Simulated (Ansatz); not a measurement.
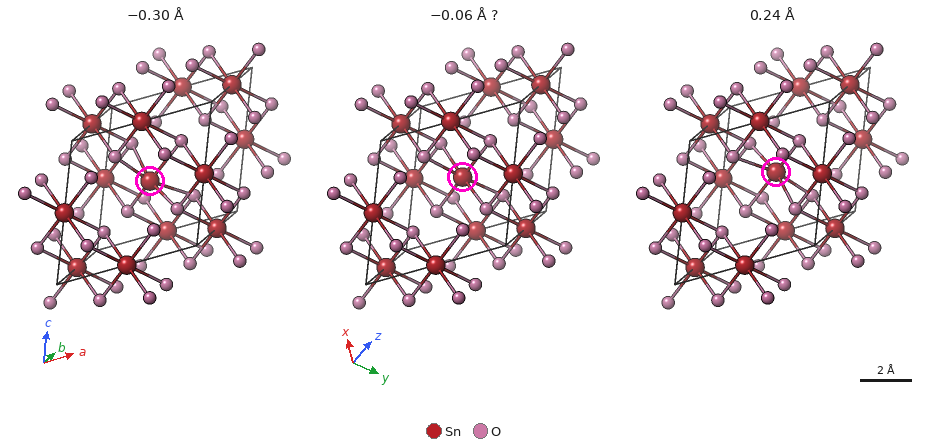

Solid SnO$_{2}$ (R-3m): a Sn atom (one in each cell of 12 atoms) is moved along Cartesian [0 0 1], all else fixed. A ball-and-stick model of the cell of the calculation, seen slightly off an axis. The ringed atoms are those of the scanned coordinate.

Computed with DFT r2SCAN, scalar-relativistic, plane waves, PAW (Ansatz). (plane-wave cutoff 500 eV; k-point mesh 6 × 6 × 6; occupations gaussian; smearing width 0.05 eV; no spin polarisation). Energies (free energies at the smearing named) are counted from the relaxed crystal.

```tsv
displacement (Å)	ΔE (meV/cell)
−0.30	509
−0.18	190
−0.06	?
0.00	0
0.12	85
0.24	333
```

Q: One row is withheld. What is its energy?

A: A straight line between the two neighbours gives 63 meV/cell. A cubic through the four nearest rows (−0.30, −0.18, 0.00, 0.12) gives, with Lagrange weights, (−0.0857)(509) + (0.4000)(190) + (0.8000)(0) + (−0.1143)(85) = 23 meV/cell. The calculation gives 21 meV/cell, so the cubic is 2 meV/cell too high and the straight line 42 meV/cell too high, as the curve bends upwards here.

The whole profile:

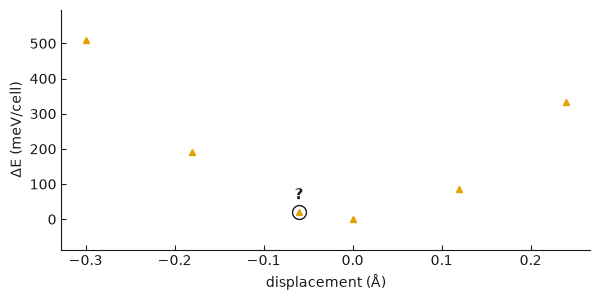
